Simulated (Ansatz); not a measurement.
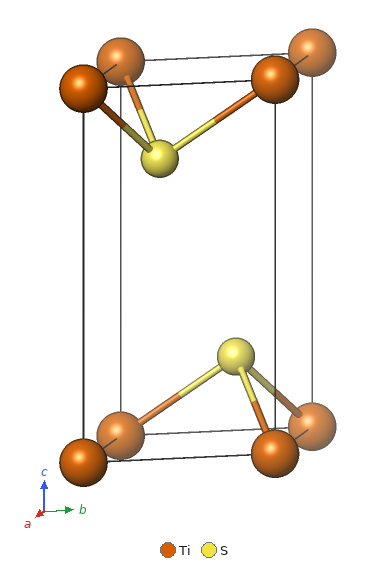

Ball-and-stick drawing of the structure, looking slightly off an axis. The edges of the unit cell are marked.

Cell parameters: a = 3.41 Å, b = 3.46 Å, c = 6.47 Å, α = 90.00°, β = 90.00°, γ = 119.51°.

**What is the formula unit?**

TiS$_{2}$. The cell holds 1 Ti, 2 S, counting shared atoms by their share.

**Describe the environment of the S atoms.**

Each S has three Ti in a trigonal pyramidal arrangement at about 2.4 Å.

**What is the topology of the bonding, in broad terms?**

The bonds build TiS2 layers parallel to (001).

**From which higher-symmetry structure does this one deviate slightly?**

Strictly the space group is C2/m (No. 12, within 0.01 Å). It is a distorted form of a primitive hexagonal structure, space group P-3m1 (No. 164) within 0.25 Å: cadmium iodide (CdI₂, 1T) type.

The initial geometry was a structure type known for this compound. The cell was then strained or its atoms displaced on purpose. It was run through Ansatz as a DFT input.
